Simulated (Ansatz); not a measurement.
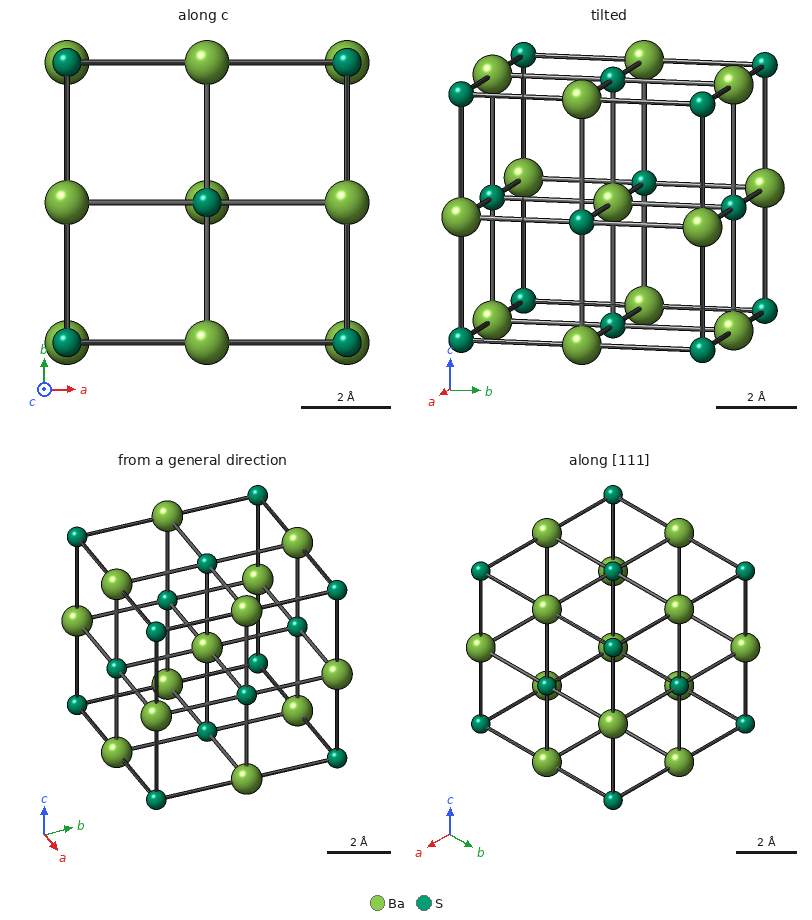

A ball-and-stick rendering, viewed along the c axis, slightly off an axis, from a general direction and along [111]. The box is the conventional unit cell; atoms on or close to its faces, edges and corners are drawn wherever they repeat.

The lattice constants are a = 6.30 Å, b = 6.30 Å, c = 6.30 Å, α = 90.00°, β = 90.00°, γ = 90.00°.

A stick is drawn for Ba–S up to 3.97 Å (cut-off distances).

### Count the atoms and give the formula.

BaS. The cell holds 4 Ba, 4 S, counting shared atoms by their share.

### Name the space group.

Fm-3m (No. 225), with Ba on 4b and S on 4a.

### Does the bonding give isolated units, chains, sheets or a framework?

The bonds build a three-dimensional framework.

Origin of the cell: a structure type known for this compound. Earlier steps of the study may have refined or changed the cell and positions. A calculation with Ansatz used it as input.
